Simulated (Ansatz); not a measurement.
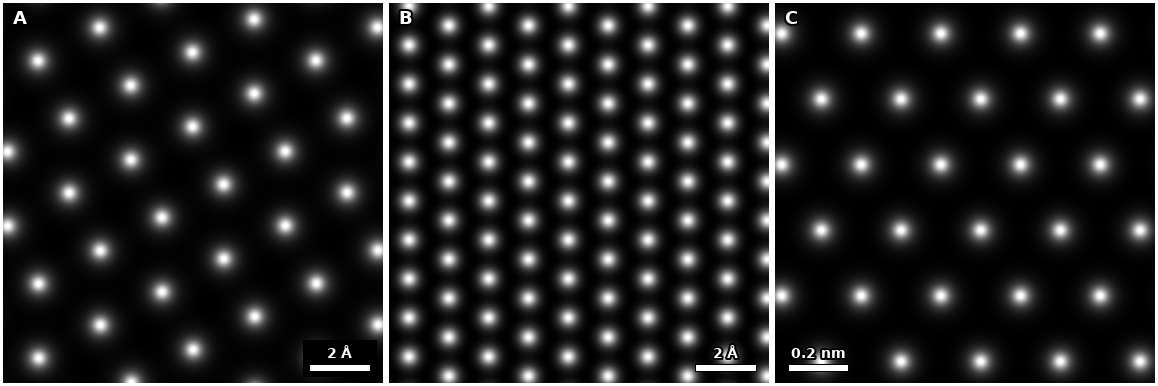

Three views of Mo (Fddd, No. 70) along different zone axes. Computed as the sum of neutral-atom potentials (tabulated electron scattering factors, B = 0.5 Å²) projected along the beam and smoothed by 0.25 Å; brighter is more positive. Structure: the geometry given to an electronic-structure calculation, possibly off equilibrium; the starting structure was generated, so it need not be a known form of this composition.

```yaml
crystal:
  lattice:
    - [2.66605, 0.00000, 0.00000]
    - [0.00000, 5.45116, 0.00000]
    - [0.00000, 0.00000, 8.97409]
  atoms:
    - { symbol: Mo, position: [0.25000, 0.25000, 0.75000] }
    - { symbol: Mo, position: [0.50000, 0.00000, 0.00000] }
    - { symbol: Mo, position: [0.25000, 0.75000, 0.25000] }
    - { symbol: Mo, position: [0.50000, 0.50000, 0.50000] }
    - { symbol: Mo, position: [0.75000, 0.25000, 0.25000] }
    - { symbol: Mo, position: [0.00000, 0.00000, 0.50000] }
    - { symbol: Mo, position: [0.75000, 0.75000, 0.75000] }
    - { symbol: Mo, position: [0.00000, 0.50000, 0.00000] }
```

### Match the panels to the zone axes [001], [100] and [110].

A is [110]: projected cell 2.39 × 4.64 Å, 105°, plane group c2mm. B is [001]: projected cell 1.33 × 1.52 Å, 116°, plane group c2mm. C is [100]: projected cell 2.62 × 2.62 Å, 117°.
